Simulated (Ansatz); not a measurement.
A structure file:

```
CELL_PARAMETERS angstrom
2.45563 0.00000 0.00000
1.22720 2.12700 0.00000
0.49113 0.00000 14.23111
ATOMIC_POSITIONS crystal
C 0.00832 0.08332 0.87504
C 0.10832 0.08332 0.37504
C 0.65833 0.58332 0.12496
C 0.55833 0.58332 0.62496
C 0.99168 0.91668 0.12496
C 0.89168 0.91668 0.62496
C 0.34167 0.41668 0.87504
C 0.44167 0.41668 0.37504
```

Q: What would you see if this were drawn?

A: The element is carbon. The symmetry is that of P-1 (No. 2), on a primitive triclinic lattice. The cell holds eight atoms. The coordination shell of C holds three C in a trigonal planar arrangement at 1.42 Å. The bonds build C layers parallel to (001).

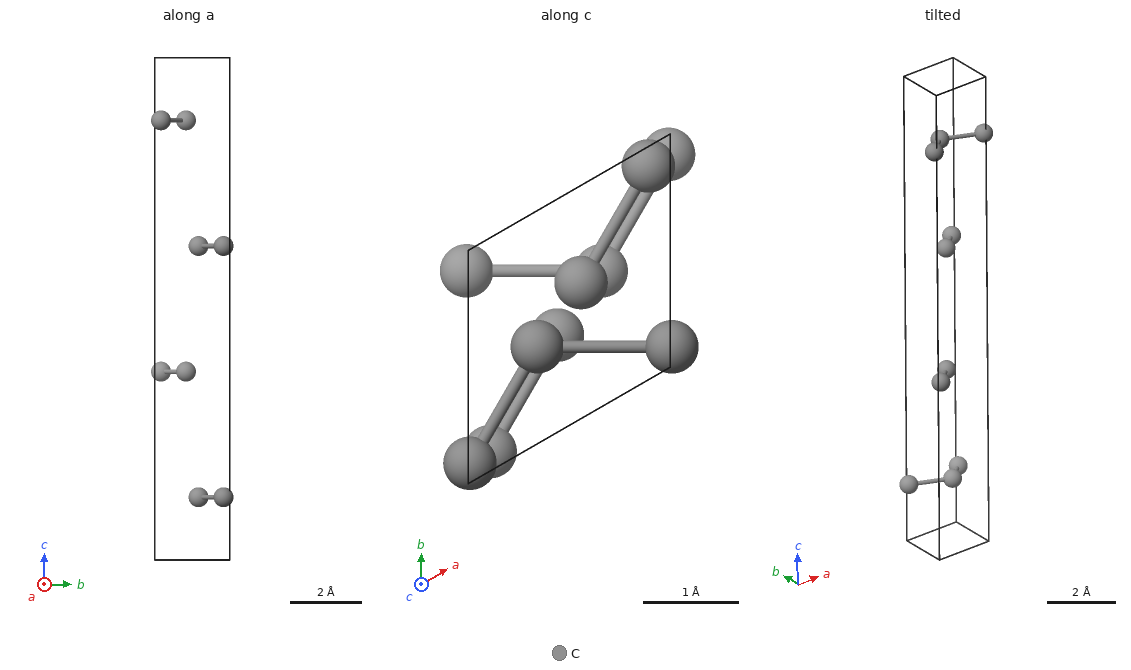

Structure drawing (ball-and-stick), viewed along the a axis, along the c axis and slightly off an axis. The parallelepiped is the conventional unit cell.

Its origin is a structure listed in the Materials Project. The cell was then strained or its atoms displaced on purpose. A calculation with Ansatz used it as input.
